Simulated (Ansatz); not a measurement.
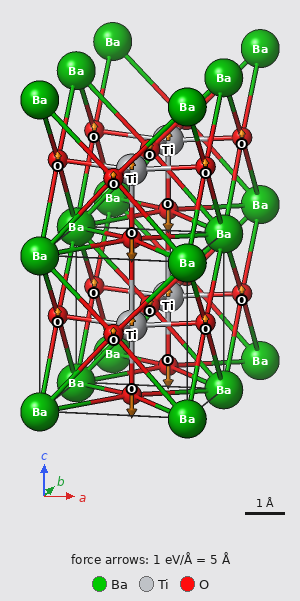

A changed version of solid BaTiO3 (built on the measured structure type) at its r2SCAN-relaxed geometry, with the computed forces as orange arrows. The picture is a ball-and-stick view of the cell of the calculation, repeated 1 × 2 × 2 with one cell outlined, seen slightly off an axis.

The calculation used DFT, PBE, plane waves, PAW (Ansatz). (plane-wave cutoff 420 eV; k-point mesh 6 × 6 × 6; occupations fermi dirac; smearing width 0.02 eV; no spin polarisation)

> How do the forces relate to the distortion?

The cell is strained by −1.2 % along a and none across it (volume −1.2 %). The atoms were relaxed with r2SCAN under that strain, and this is a single point on that geometry. The energy rises by 4.5 meV per atom. Pressure: 3.2 GPa before, 5.2 GPa after. The principal stresses (compression positive) are 6.7 GPa along a, 4.5 GPa along b, 4.4 GPa along c. The largest force is 0.13 eV/Å, on an O atom. Among the bonded contacts that change: O–Ti 1.993 → 1.970 to 1.993 Å, Ba–O 2.925 → 2.904 to 2.930 Å, Ba–O 2.813 → 2.797 Å, Ba–O 2.794 → 2.782 to 2.790 Å. The space group (tolerance 0.01 Å) goes from P4mm (No. 99) to Pmm2 (No. 25).
